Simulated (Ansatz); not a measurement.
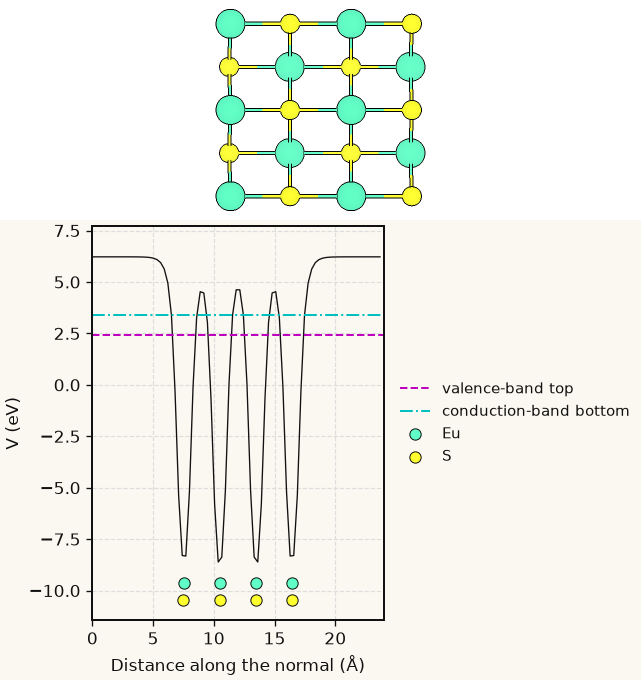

Plane-averaged electrostatic potential energy of an electron across the slab; circles at the bottom mark the heights of the atoms. The structure is drawn too.

This input was run:

```
crystal:
  lattice:
    - [4.2330618603, 0.0, 0.0]
    - [0.0, 4.2330618603, 0.0]
    - [0.0, 0.0, 23.9796802397]
  atoms:
    - { symbol: Eu, position: [0.0, 0.0, 0.3157794345], spin: 7.55 }
    - { symbol: S, position: [0.5, 0.5, 0.3129501877] }
    - { symbol: Eu, position: [0.5, 0.5, 0.4371292851], spin: 7.55 }
    - { symbol: S, position: [0.0, 0.0, 0.4376607832] }
    - { symbol: Eu, position: [0.0, 0.0, 0.5628707078], spin: 7.55 }
    - { symbol: S, position: [0.5, 0.5, 0.5623392415] }
    - { symbol: Eu, position: [0.5, 0.5, 0.6842205449], spin: 7.55 }
    - { symbol: S, position: [0.0, 0.0, 0.6870498151] }
basis:
  ecutwfc: 420
kpoints:
  mp_grid: { grid: [6, 6, 1] }
  band_path:
    path: [[0.5, 0, 0], [0, 0, 0], [0.5, 0.5, 0], [0.5, 0, 0]]
    npoints: 12
hamiltonian:
  xc: pbe
  hubbard: { sites: [{ species: Eu, l: f, u_eff: 6.0 }] }
scf:
  occupations: { method: gaussian, width: 0.05 }
  lower_state_search: "off"
  n_extra_bands: 42
output:
  forces: true
  eigenvalues: true
  hubbard: { sites: [{ species: Eu, l: f }] }
  populations: true
  fatbands: true
  write_density: true
  write_potential: true
  elf: true
  volumetric_format: npy
magnetization:
  spin_polarized: true
efield:
  axis: 3
  dipole_correction: true
  ramp_width: 0.04
checkpoint:
  read: start.run
  write: ck
  compress: false
  write_wavefunctions: false
  write_every: 100000
```

Launched with:
```bash
ansatz run input.yaml --threads 4 --pin off --max-ram 10240MiB --backend cpu --events-out ev --progress --plain --runs-dir out
```

Q: What are the ionisation potential and the electron affinity of the slab?

A: From the vacuum level at the right face the ionisation potential is 3.78 eV and the electron affinity 2.81 eV; the left face gives the same. The slab's gap, their difference before rounding, is 0.97 eV. The two vacuum levels agree, so the slab has no net dipole along its normal.

Q: How thick are slab and vacuum?

A: The outermost atoms are 9.0 Å apart, which leaves 15.0 Å of vacuum in a cell 24.0 Å high.

The run may have settled in a state above the lowest, so this need not be the ground state. Spin-orbit coupling is left out, which matters for Eu.
